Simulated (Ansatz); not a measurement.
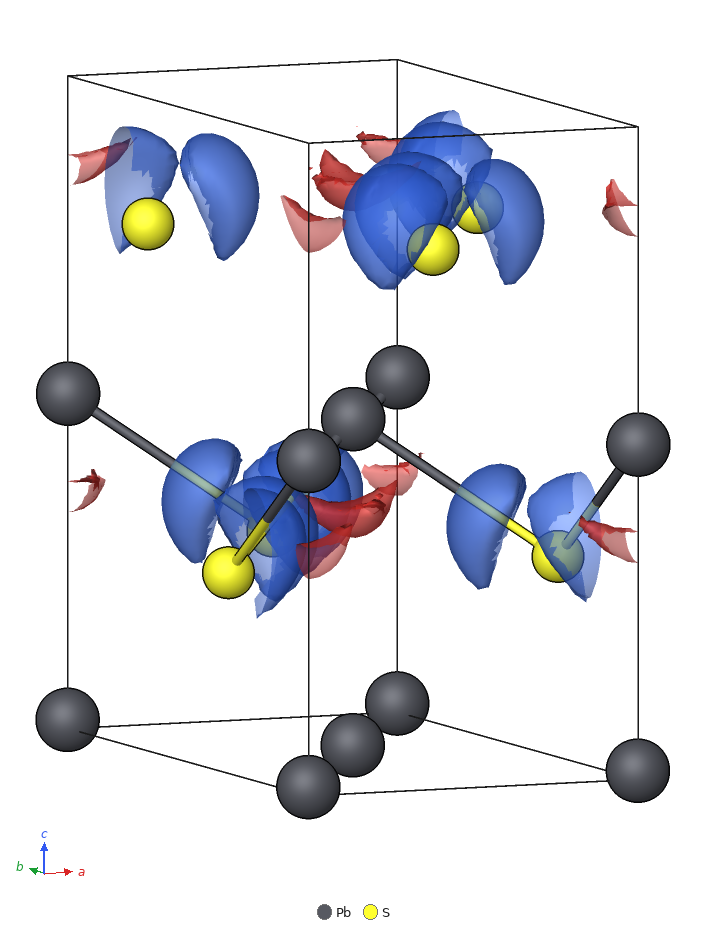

Figure 1: PbS. Bonding charge density, ρ(crystal) − Σ ρ(neutral atoms): blue surfaces at +0.04 and red ones at −0.04 e/Å³, in the conventional cell seen slightly off an axis (the regions close to the nuclei are left out). Cores are masked to 0.9 Å (Pb) and 0.7 Å (S).

Space group Cmc2_1. The cell comes from a database of computed structures, not from a measurement.

Method: Ansatz 0.2.0, DFT PBE, scalar-relativistic, plane waves, PAW.

In a PAW calculation such maps are meaningful between the atoms, not at the nuclei.

Question: Read the map: where is density gained and where lost?

Answer: Pb–S (2.84 Å): Δρ is +0.04 e/Å³ at the midpoint.
Over the whole cell, outside the masked cores, the largest gain, 0.07 e/Å³, lies 1.1 Å from a sulfur nucleus, and the largest loss, 0.05 e/Å³, lies 1.2 Å from a lead nucleus.
In all about 0.22 e an atom is rearranged against the free atoms.
Bader charges: Pb +0.97 and S −0.97 e.
